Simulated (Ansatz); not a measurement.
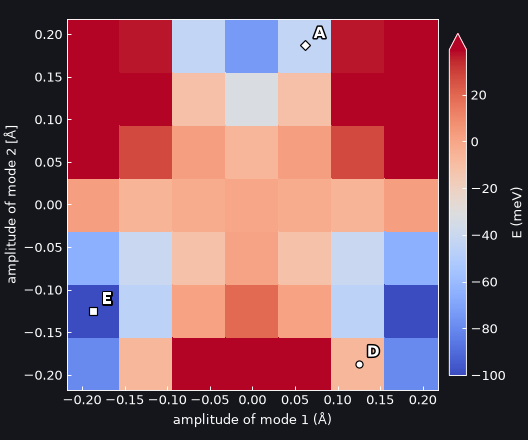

Pt (P6_3/mmc, No. 194; 4 atoms in the cell). 
- The energy is mapped over two normal modes frozen in (zone-centre modes of the 4-atom cell of this scan, which folds in the wave vector (0, 0, 1/2) of the primitive cell).
- First axis: amplitude of mode 1 (22i cm⁻¹), largest displacement. Second axis: amplitude of mode 2 (22i cm⁻¹), largest displacement.
- Nothing is relaxed (the cell and all other modes fixed).
- Grid: 7 × 7 points; 28 points were computed and 21 follow by symmetry.
- Points are written as (first, second).
- Energies are in meV per cell, from the relaxed high-symmetry cell.
- These are results of Ansatz, DFT PBE, scalar-relativistic, plane waves, PAW, not measurements. Settings: cutoff 420 eV, k-mesh 18×18×6 in the order of the run's cell vectors, gaussian smearing 0.15 eV, no spin polarisation.

In the figure: one coloured cell a grid point, one colour for all values above the top of the scale, lettered points.

> Is A the lowest point of the computed grid?

No. A lies 57 meV above the lowest grid point, which is at (−0.187 Å, −0.125 Å).

> Rank the lettered points by energy, lowest first.

E (−100 meV), A (−43 meV), D (−7 meV).

PAW datasets: the set soft_1.
